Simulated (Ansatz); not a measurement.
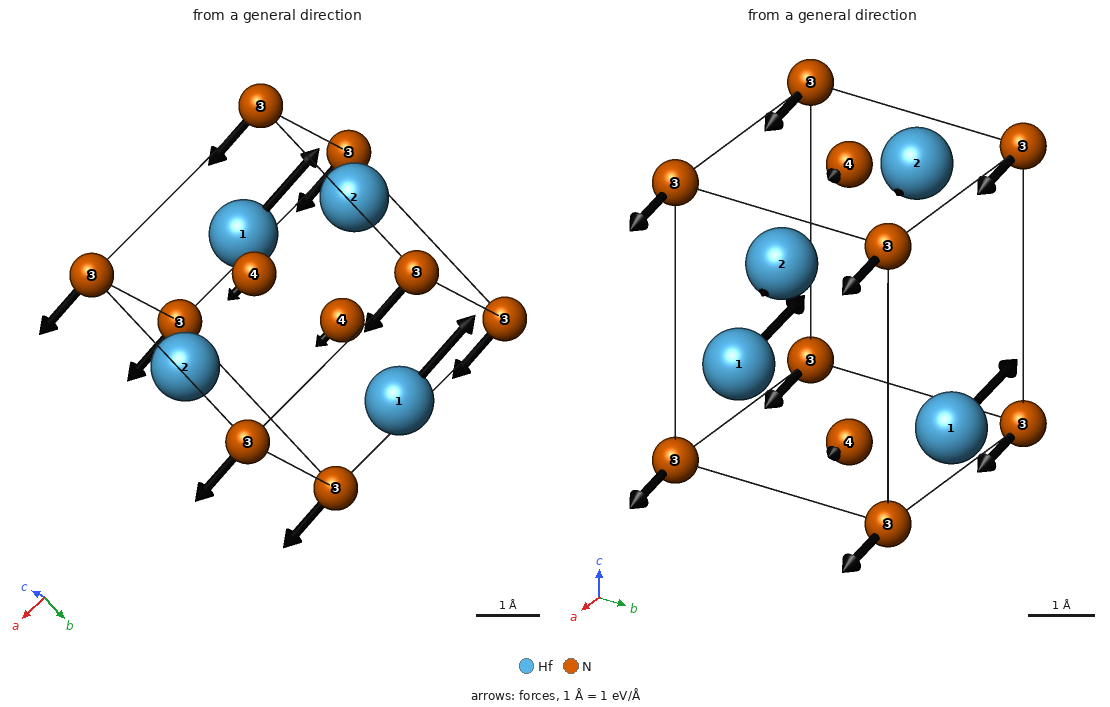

We look at a spheres-only model of the crystal from two general directions. The simulation cell is outlined; an atom on or near a face, edge or corner is repeated at each equivalent position. The arrows are the computed forces on the atoms.

System: HfN. Electronic-structure method: DFT PBE, scalar-relativistic, plane waves, PAW in Ansatz 0.2.0. Parameters: a basis cut at 420 eV, the zone sampled with 10×10×8 points, Gaussian smearing of 0.05 eV, no spin polarisation.

> Would an optimiser stop at this geometry?

No. The atoms still feel forces of up to about 1.4 eV/Å, far above a usual threshold of 0.01 to 0.03 eV/Å.

> Find the atom with the largest force.

Hf1, about 1.4 eV/Å.

The cell started as a structure type filled with these elements by a generator (whether the compound takes this form wasn't checked). The cell was then strained or its atoms displaced on purpose. Ansatz was used for an electronic-structure calculation on it.
